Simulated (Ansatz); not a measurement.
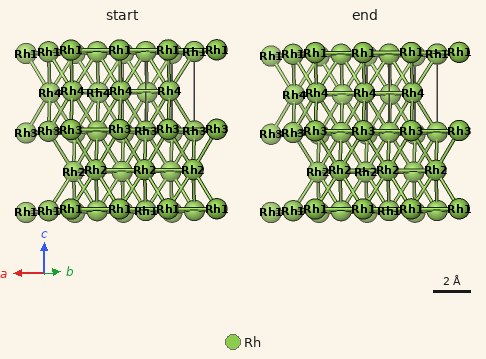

The structure of solid Rh (set up in P6_3/mmc) (coarse preliminary run) before (left) and after (right) a relaxation, at one scale.

A ball-and-stick model of the cell of the calculation, repeated 3 × 2 × 1 with one cell outlined, seen from a free direction.

The calculation used DFT LDA, scalar-relativistic, plane waves, PAW (Ansatz). (plane-wave cutoff 420 eV; k-point mesh 12 × 12 × 2; occupations gaussian; smearing width 0.1 eV; no spin polarisation; cell and atoms relaxed; force threshold 0.05 eV/Å; at most 80 steps)

**Summarise the run.**

No atom moves by more than 0.005 Å relative to the cell. The volume changes by −4.1 %, with a = b 2.692 → 2.657 Å (−1.3 %), c 8.798 → 8.659 Å (−1.6 %). Among the contacts that change: Rh1–Rh2 2.693 → 2.653 Å, Rh1–Rh1 2.692 → 2.657 Å. The space group stays P6_3/mmc (No. 194). Over 2 accepted moves (4 points after the start) the energy falls by 21.4 meV per atom. All forces vanish by symmetry, so only the cell relaxes. The pressure goes from −11.75 to 0.09 GPa. The line search rejected the trial step at point 1 of the run. The SCF was repeated once at an unchanged geometry on a basis and grid sized afresh for the cell, which shifted the energy by 0.3 meV per atom at most.
